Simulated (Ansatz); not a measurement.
# Two runs on Sc₃Al

System: Sc₃Al (P4mm, 4 atoms in the cell).
Method of run A: DFT r2SCAN, scalar-relativistic, plane waves, PAW, no spin polarisation (Ansatz 0.2.0).

The structure derives from a Materials Project entry. Text and figures count atoms from 1; the logs count them from 0 in places.

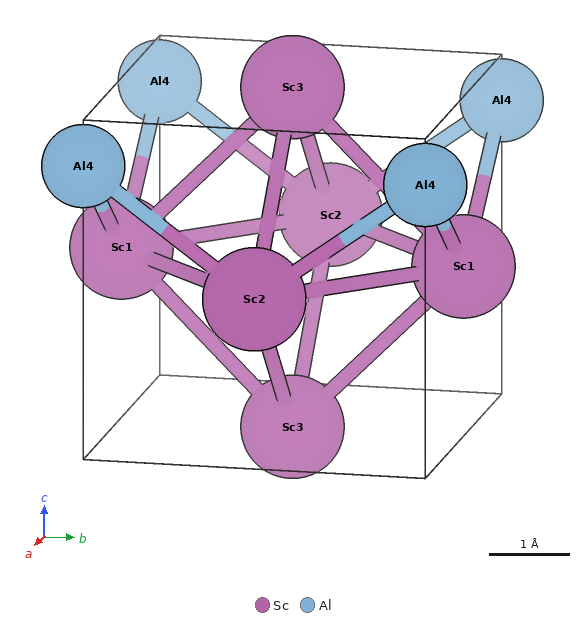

The structure as given in the input (ball-and-stick view of the cell of the calculation, seen slightly off an axis; atoms are numbered from 1 in the order of the input). An atom can appear more than once, as a periodic image.

**The input, run A**
```yaml
crystal:
  lattice:
    - [4.4269043408, 0.0, 0.0]
    - [0.0, 4.4269043408, 0.0]
    - [0.0, 0.0, 4.4269043408]
  atoms:
    - { symbol: Sc, position: [0.5, 0.0, 0.5] }
    - { symbol: Sc, position: [0.0, 0.5, 0.5] }
    - { symbol: Sc, position: [0.5, 0.5, 0.0] }
    - { symbol: Al, position: [0.0, 0.0, -0.1355348916] }
basis:
  ecutwfc: 500
kpoints:
  mp_grid: { grid: [12, 12, 12] }
hamiltonian:
  xc: r2scan
scf:
  occupations: { method: gaussian, width: 0.15 }
output:
  forces: true
  stress: true
  eigenvalues: true
```

Command:
```bash
ansatz run input.yaml --threads 1 --pin off --max-ram 2560MiB --backend cpu --events-out ev --progress --plain --runs-dir out
```

Hardware: 1 thread of Intel Xeon @ 2.50GHz (Skylake/Cascade Lake), 189 GiB of memory available, shared host.

**Output, shortened to warnings, some set-up lines, iterations and results (run A)**
```
Basis set: ecut = 500 eV, 2205 PW (Γ), exchange–correlation on 144×144×144 points (64 copies of the dense FFT grid, shifted against one another)
Symmetry: 8 space group operations
k-points: 196 of 1728 (time reversal used)
Initial density: superposition of atomic densities (neutral atoms: chi_scale 0, normalization atom), corrected by the library's trained network
[...]
SCF iter   1: F=—  HF=-6962.329110 eV  |F-HF|=—  |Δ(HF+E_count)|=         —  Δρ=1.05e-2  dr2=1.37e-1  dr2_τ=1.83e-2  ethr=1.77e-3  ⟨swp⟩=4.7  Hψ=18269  notcnv=0
SCF iter   2: F=—  HF=-6962.400765 eV  |F-HF|=—  |Δ(HF+E_count)|=   7.17e-2  Δρ=4.36e-3  dr2=3.19e-2  dr2_τ=7.49e-4  ethr=3.80e-4  ⟨swp⟩=3.0  Hψ=10032  notcnv=0
SCF iter   3: F=—  HF=-6962.395809 eV  |F-HF|=—  |Δ(HF+E_count)|=   4.96e-3  Δρ=1.39e-3  dr2=3.52e-3  dr2_τ=1.43e-4  ethr=8.85e-5  ⟨swp⟩=2.0  Hψ=5424  notcnv=0
SCF iter   4: F=—  HF=-6962.395784 eV  |F-HF|=—  |Δ(HF+E_count)|=   2.50e-5  Δρ=8.03e-4  dr2=1.05e-3  dr2_τ=6.16e-5  ethr=9.77e-6  ⟨swp⟩=2.0  Hψ=5513  notcnv=0
SCF iter   5: F=—  HF=-6962.395676 eV  |F-HF|=—  |Δ(HF+E_count)|=   1.08e-4  Δρ=2.20e-4  dr2=7.89e-5  dr2_τ=3.05e-6  ethr=2.93e-6  ⟨swp⟩=2.0  Hψ=5340  notcnv=0
SCF iter   6: F=—  HF=-6962.395678 eV  |F-HF|=—  |Δ(HF+E_count)|=   1.98e-6  Δρ=5.73e-5  dr2=3.54e-6  dr2_τ=1.32e-7  ethr=2.19e-7  ⟨swp⟩=2.0  Hψ=5526  notcnv=0
SCF iter   7: F=—  HF=-6962.395679 eV  |F-HF|=—  |Δ(HF+E_count)|=   1.17e-6  Δρ=1.78e-5  dr2=3.95e-7  dr2_τ=5.11e-9  ethr=9.82e-9  ⟨swp⟩=2.0  Hψ=5489  notcnv=0
SCF iter   8: F=-6962.395680 eV  HF=-6962.395680 eV  |F-HF|=7.78e-10  |Δ(HF+E_count)|=   1.24e-7  Δρ=3.95e-6  dr2=1.23e-8  dr2_τ=9.03e-10  ethr=2.78e-10  ⟨swp⟩=4.5  Hψ=14864  …
SCF 1 converged in 8 iterations: F = -6962.395680 eV  dr2 = 1.23e-8
SCF converged after 8 iterations
Free energy (F): -6962.395680 eV
Harris-Foulkes:  -6962.395680 eV  (|F-HF|=7.78e-10)
Internal energy: -6962.326200 eV  (E = F + TS)
E sigma→0 (E₀):  -6962.360940 eV
Entropy (-TS):   -0.069480 eV (-17.370 meV/atom)
Fermi energy:    9.499585 eV
--- Per-component energies (eV) ---
  E_band       = -518.874171
  E_kinetic    = 808.306371
  E_local      = -2699.227764  (includes V_loc(G=0)·N_el)
  E_nonlocal   = 258.118879
  E_hartree    = 955.580864
  E_xc         = -337.872826
  E_vxc        = -456.675277  (∫ρ·V_xc dr)
  E_paw        = -3366.443541  (= ΣΔE_a)
  E_vpaw       = -369.688874  (= ΣTr[D̂ρ^β])
  E_aug_tail   = 0.000014  (compensation charges beyond the density's cutoff)
  E_vtau       = 29.132647  (kinetic-family band-sum trace: ∫τ·v_τ [+ j·A + Jᵃ·Aᵃ] dr)
  E_ewald      = -2580.012612
  E_core_change = -0.775584  (= ΣΔE_core)
  E_smearing   = -0.069480  (= −TS)
  E_closure    = -0.000000  (closes the sum)
  Σ components = -6962.395680   (vs F -6962.395680, Δ=0.00e0)
--- Forces (eV/Å), atoms counted from 1 ---
  atom   1  Sc     0.00000000     0.00000000    -0.94336683
  atom   2  Sc     0.00000000     0.00000000    -0.94336683
  atom   3  Sc    -0.00000000     0.00000000    -1.05210308
  atom   4  Al     0.00000000     0.00000000     2.93880734
  max |Σ_I F_I| component: 2.94e-5 eV/Å
--- Stress (GPa, compression-positive) ---
        4.375753       0.000000      -0.000000
        0.000000       4.375753       0.000000
        0.000000       0.000000       4.101375
  P = ⅓ Tr σ = 4.2843 GPa (42.843 kbar)
```

For run B the input was changed thus:
```diff
-    - { symbol: Al, position: [0.0, 0.0, -0.1355348916] }
+    - { symbol: Al, position: [0.0, 0.0, 0.112945743] }
+  write_density: true
+  write_potential: true
+  elf: true
+  volumetric_format: npy
```

What does this change do to the results?

With the same functional and potentials, run B lies 66.4 meV per atom lower. The pressure goes from 4.28 to 3.01 GPa. The largest force goes from 2.939 to 2.380 eV/Å. The number of SCF iterations is the same.

**Output, shortened to warnings, some set-up lines, iterations and results (run B)**
```
Basis set: ecut = 500 eV, 2205 PW (Γ), exchange–correlation on 144×144×144 points (64 copies of the dense FFT grid, shifted against one another)
Symmetry: 8 space group operations
k-points: 196 of 1728 (time reversal used)
Initial density: superposition of atomic densities (neutral atoms: chi_scale 0, normalization atom), corrected by the library's trained network
[...]
SCF iter   1: F=—  HF=-6962.595962 eV  |F-HF|=—  |Δ(HF+E_count)|=         —  Δρ=1.04e-2  dr2=1.33e-1  dr2_τ=1.70e-2  ethr=1.77e-3  ⟨swp⟩=4.7  Hψ=18294  notcnv=0
SCF iter   2: F=—  HF=-6962.666563 eV  |F-HF|=—  |Δ(HF+E_count)|=   7.06e-2  Δρ=4.30e-3  dr2=3.05e-2  dr2_τ=7.23e-4  ethr=3.68e-4  ⟨swp⟩=3.0  Hψ=10064  notcnv=0
SCF iter   3: F=—  HF=-6962.661501 eV  |F-HF|=—  |Δ(HF+E_count)|=   5.06e-3  Δρ=1.32e-3  dr2=3.03e-3  dr2_τ=1.26e-4  ethr=8.46e-5  ⟨swp⟩=2.0  Hψ=5453  notcnv=0
SCF iter   4: F=—  HF=-6962.661441 eV  |F-HF|=—  |Δ(HF+E_count)|=   6.00e-5  Δρ=6.14e-4  dr2=6.04e-4  dr2_τ=3.42e-5  ethr=8.42e-6  ⟨swp⟩=2.0  Hψ=5505  notcnv=0
SCF iter   5: F=—  HF=-6962.661388 eV  |F-HF|=—  |Δ(HF+E_count)|=   5.24e-5  Δρ=2.02e-4  dr2=6.66e-5  dr2_τ=3.12e-6  ethr=1.68e-6  ⟨swp⟩=2.0  Hψ=5342  notcnv=0
SCF iter   6: F=—  HF=-6962.661388 eV  |F-HF|=—  |Δ(HF+E_count)|=   1.47e-8  Δρ=4.61e-5  dr2=2.25e-6  dr2_τ=9.32e-8  ethr=1.85e-7  ⟨swp⟩=2.0  Hψ=5414  notcnv=0
SCF iter   7: F=—  HF=-6962.661389 eV  |F-HF|=—  |Δ(HF+E_count)|=   7.42e-7  Δρ=1.42e-5  dr2=2.46e-7  dr2_τ=3.86e-9  ethr=6.25e-9  ⟨swp⟩=2.0  Hψ=5504  notcnv=0
SCF iter   8: F=-6962.661389 eV  HF=-6962.661389 eV  |F-HF|=1.21e-9  |Δ(HF+E_count)|=   5.96e-8  Δρ=3.14e-6  dr2=8.47e-9  dr2_τ=5.72e-10  ethr=2.78e-10  ⟨swp⟩=7.7  Hψ=25897  …
SCF 1 converged in 8 iterations: F = -6962.661389 eV  dr2 = 8.47e-9
SCF converged after 8 iterations
Free energy (F): -6962.661389 eV
Harris-Foulkes:  -6962.661389 eV  (|F-HF|=1.21e-9)
Internal energy: -6962.594367 eV  (E = F + TS)
E sigma→0 (E₀):  -6962.627878 eV
Entropy (-TS):   -0.067022 eV (-16.756 meV/atom)
Fermi energy:    9.521135 eV
--- Per-component energies (eV) ---
  E_band       = -518.906761
  E_kinetic    = 807.548648
  E_local      = -2691.605753  (includes V_loc(G=0)·N_el)
  E_nonlocal   = 257.662398
  E_hartree    = 952.117658
  E_xc         = -337.704519
  E_vxc        = -456.405986  (∫ρ·V_xc dr)
  E_paw        = -3366.249726  (= ΣΔE_a)
  E_vpaw       = -369.436611  (= ΣTr[D̂ρ^β])
  E_aug_tail   = 0.000014  (compensation charges beyond the density's cutoff)
  E_vtau       = 29.096928  (kinetic-family band-sum trace: ∫τ·v_τ [+ j·A + Jᵃ·Aᵃ] dr)
  E_ewald      = -2583.587503
  E_core_change = -0.775584  (= ΣΔE_core)
  E_smearing   = -0.067022  (= −TS)
  E_closure    = -0.000000  (closes the sum)
  Σ components = -6962.661389   (vs F -6962.661389, Δ=0.00e0)
--- Forces (eV/Å), atoms counted from 1 ---
  atom   1  Sc     0.00000000     0.00000000     0.75058251
  atom   2  Sc    -0.00000000     0.00000000     0.75058251
  atom   3  Sc     0.00000000     0.00000000     0.87877163
  atom   4  Al    -0.00000000     0.00000000    -2.37991149
  max |Σ_I F_I| component: 2.52e-5 eV/Å
--- Stress (GPa, compression-positive) ---
        2.990150       0.000000      -0.000000
        0.000000       2.990150       0.000000
       -0.000000       0.000000       3.040808
  P = ⅓ Tr σ = 3.0070 GPa (30.070 kbar)
```

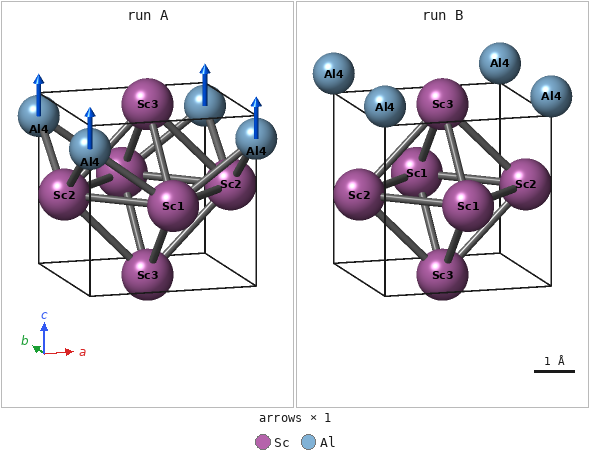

The two input geometries at one scale (ball-and-stick view of the cell of the calculation, seen slightly off an axis). The blue arrows on the first give the shifts of the atoms relative to the cell, at true length. The atom that moves furthest is Al4 (1.10 Å). Sc stays in place. The lattice vectors keep their values. Among the contacts that change: Sc1–Al4 3.580 → 2.799 Å.

**The two runs side by side**

| quantity | run A | run B |
| --- | --- | --- |
| outcome | converged | converged |
| free energy per atom (eV) | −1740.5989 | −1740.6653 |
| energy per atom, smearing taken to zero (eV) | −1740.5902 | −1740.6570 |
| gap on the mesh (eV) | 0.00 | 0.00 |
| pressure (GPa) | 4.28 | 3.01 |
| largest force (eV/Å) | 2.939 | 2.380 |
| SCF iterations | 8 | 8 |
| irreducible k-points | 196 | 196 |
| plane waves at Γ | 2205 | 2205 |
| wall time (shared host) | 2.2 min | 2.9 min |
